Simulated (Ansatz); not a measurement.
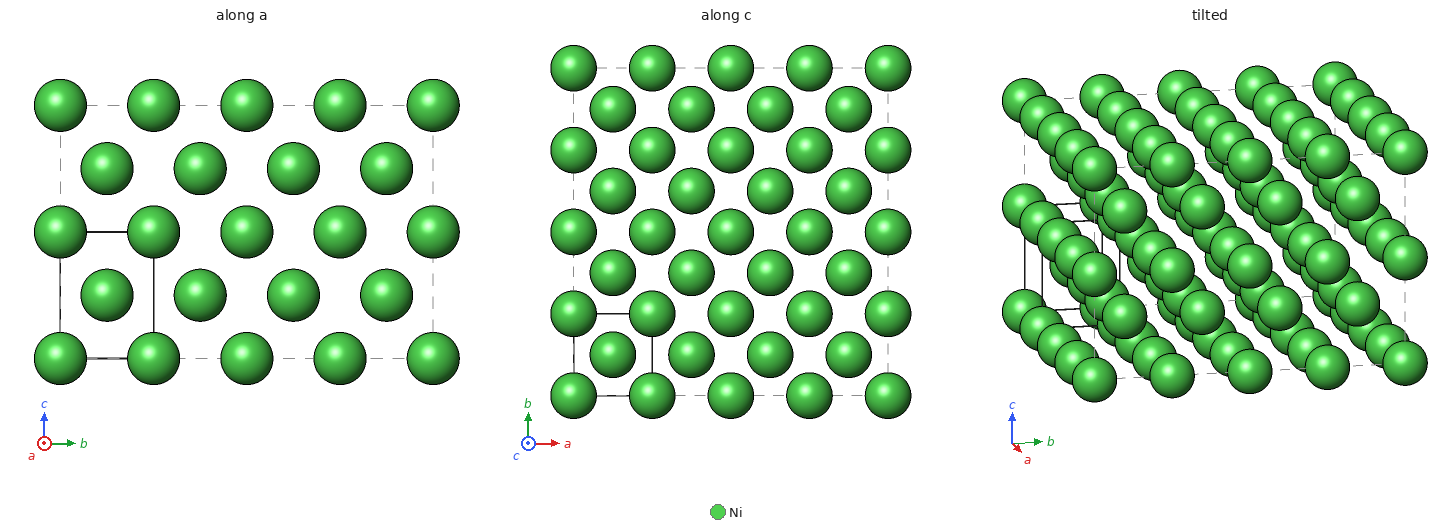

A spheres-only rendering, viewed along the a axis, along the c axis and slightly off an axis. Solid lines give the conventional unit cell, repeated here 4×4×2 times.

Describe the crystal.

The element is nickel. It belongs to space group Immm (No. 71) and has a body-centred orthorhombic lattice. The cell holds two atoms. About every Ni there are twelve Ni in a cuboctahedral arrangement.

The structure was taken from a structure listed in the Materials Project. It was relaxed with Ansatz, DFT PBE, scalar-relativistic, plane waves, PAW under a constraint or pressure on the cell, so some stress remains.

At this level of theory the cell isn't at rest (compressed, at 6 GPa), so its distances can differ from those at equilibrium, the more so the softer the solid.
